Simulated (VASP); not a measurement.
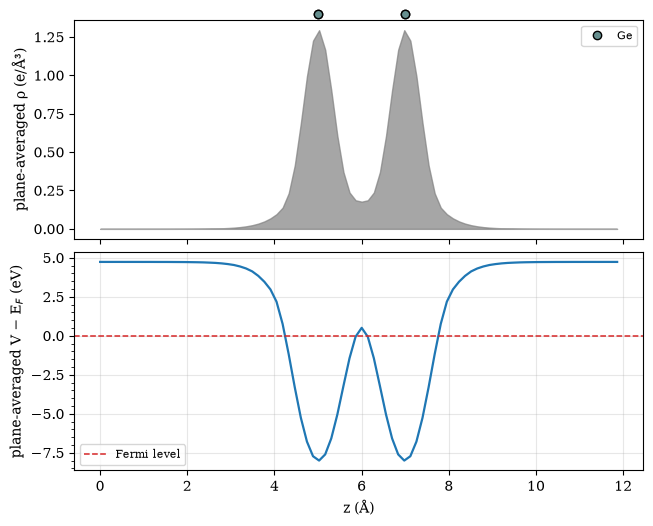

*Ge (slab). Plane average of the electrostatic potential energy of an electron and of the valence charge density (pseudo) across the slab. Circles mark the heights of the atoms.*

Not relaxed (largest force 0.4 eV/Å).

Theory: VASP 6.6.1, Kohn-Sham DFT of a periodic cell, LDA, VASP PAW LDA potentials, recommended.

The density is the valence pseudo-density of a PAW calculation; it isn't the true density close to the nuclei.

Q: How far above the Fermi level of the calculation is the vacuum level?

A: 4.7 eV. The slab has a gap, so the Fermi level lies inside it and this isn't a work function in the metallic sense.

Q: How thick is the slab, and how wide the vacuum?

A: The outermost nuclei are 2.0 Å apart, in 2 atomic planes; the vacuum between periodic images is 10.0 Å wide.
